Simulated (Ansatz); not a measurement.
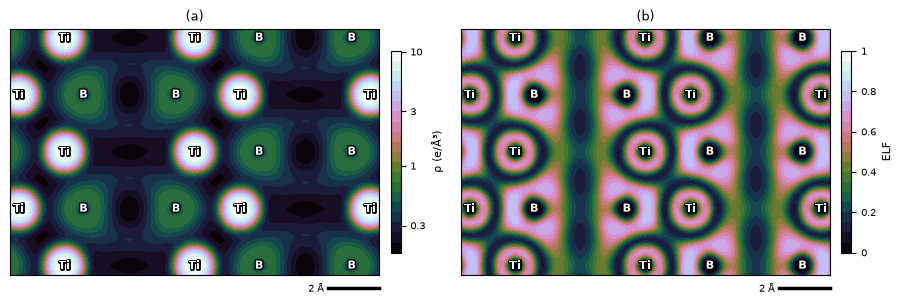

The picture shows: Ti₃B₄. (a) valence pseudo-density; (b) electron localisation function on the (110) plane of the conventional cell.

Space group Immm; a structure from a database of computed crystals, not necessarily the ambient phase; computed without spin polarisation.

The calculation used Ansatz 0.2.0, DFT r2SCAN, scalar-relativistic, plane waves, PAW.

The density is the valence pseudo-density of a PAW calculation; it isn't the true density close to the nuclei.

```
CELL_PARAMETERS angstrom
3.03297 0.00000 0.00000
0.00000 3.25643 0.00000
0.00000 0.00000 13.72000
ATOMIC_POSITIONS crystal
Ti 0.50000 0.00000 0.18523
Ti 0.00000 0.50000 0.68523
Ti 0.00000 0.50000 0.31477
Ti 0.50000 0.00000 0.81477
Ti 0.00000 0.00000 0.00000
Ti 0.50000 0.50000 0.50000
B 0.50000 0.00000 0.36824
B 0.00000 0.50000 0.86824
B 0.00000 0.50000 0.13176
B 0.50000 0.00000 0.63176
B 0.00000 0.00000 0.43568
B 0.50000 0.50000 0.93568
B 0.50000 0.50000 0.06432
B 0.00000 0.00000 0.56432
```

> What do the fields say about this system?

Atoms in the plane: Ti and B.
Ti–B (2.34 Å): ρ is about 0.35 e/Å³ halfway; the ELF peaks at about 0.65 in the valence shell of B, 0.8 Å from its nucleus, and is about 0.25 at the midpoint.
Ti–Ti (2.85 Å): ρ at the midpoint is about 0.2 e/Å³; the ELF is about 0.20 at the midpoint; no shared electron pair shows on this line.
Ti–B (2.51 Å): the density is about 0.3 e/Å³ at the midpoint; the ELF peaks at about 0.80 in the valence shell of B, 0.8 Å from its nucleus, and is about 0.35 at the midpoint.
Between the atoms the lowest density in this plane is 0.17 e/Å³.
The features right at Ti lie inside the PAW spheres, where the map follows smoothed inner orbitals and isn't to be read closely.
